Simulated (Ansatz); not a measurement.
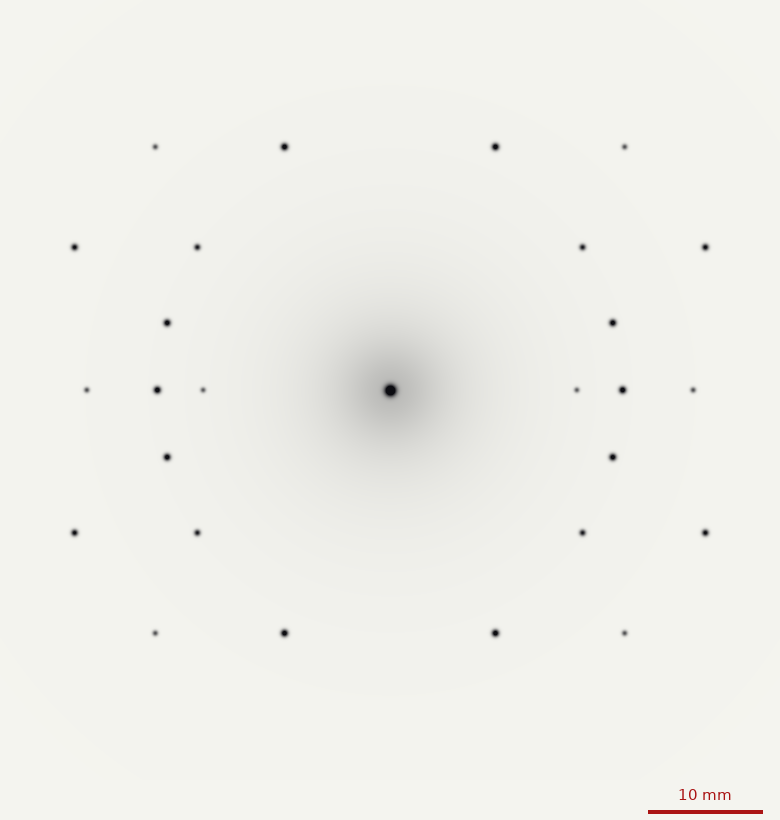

Simulated X-ray rotation photograph: Cu Kα radiation (λ = 1.5418 Å), cylindrical film of radius 30.0 mm unrolled, rotation axis vertical and normal to the beam, kinematic intensities without Lorentz or polarisation factors, the film spanning ±63° about the beam; spots down to d = 1.63 Å.

Q: Measure the layer lines and find the identity period along the axis.

A: The first layer line lies 5.9 mm from the equator, so tan ν = 0.198, sin ν = 0.194 and the period is λ/sin ν = 7.94 Å. Further lines follow at 12.6, 21.5 mm.

The crystal is Al, space group P6/mmm (No. 191), a = 4.584 Å, c = 2.836 Å (hexagonal axes). Structure: coordinates from a relaxation with DFT, PBE, plane waves (420 eV) with PAW, scalar-relativistic (Ansatz 0.2.0); the starting structure was generated, so it need not be a known form of this composition.

Q: About which axis was it rotated?

A: About [210] (or an equivalent direction), whose length in the conventional cell is 7.939 Å.
